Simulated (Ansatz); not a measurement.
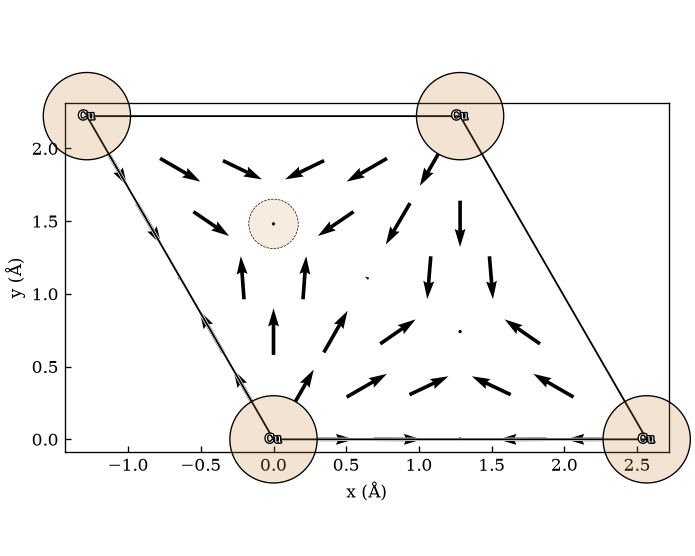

Cl on a Cu(111) slab cut from the Fm-3m phase, its upper half relaxed before the scan (12 atoms of substrate and one adsorbate in a 2 × 2 cell). Cl is moved over the surface cell; relaxed at each place: the height of the adsorbate's atoms; substrate rigid; the origin of the map has the adsorbate above Cu9. Places are given modulo a cell vector. The map is drawn in real space over the plane of the surface. The scan uses a 6 × 6 grid; 10 points were computed and 26 follow by symmetry. Places are given in fractions of the 1 × 1 surface cell. The calculation used DFT PBE, scalar-relativistic, plane waves, PAW in Ansatz. Settings: cutoff 420 eV, k-mesh 6×6×1, gaussian smearing 0.1 eV, no spin polarisation.

Drawn: arrows along the force (downhill), their lengths compressed, labelled circles for the atoms of the top layer and small ones for the second layer, the outline of one cell of the plane.

The arrows alone are given. Where are the wells?

The arrows converge at a threefold hollow over a second-layer Cu atom, (2/6, 4/6) of the cell vectors; a threefold hollow over a third-layer Cu atom, (4/6, 2/6) of the cell vectors (3.0 meV up) (read from the interpolated surface).

The energy map of the same scan:

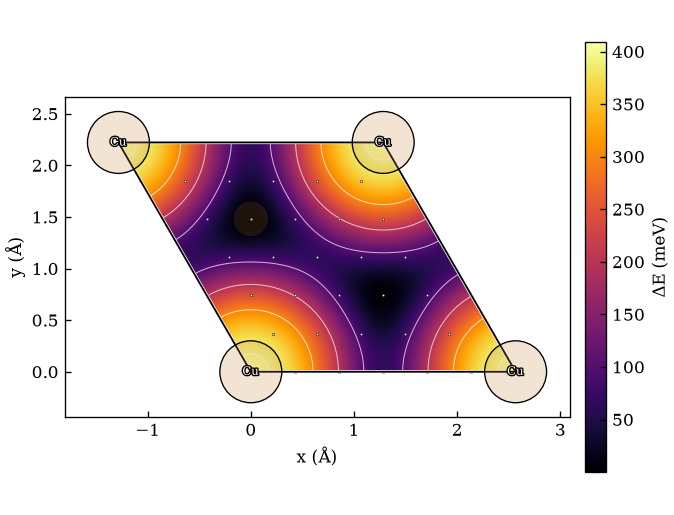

Energies are in meV, from the lowest grid point; between grid points the surface is interpolated.

PAW datasets: the set soft_1.
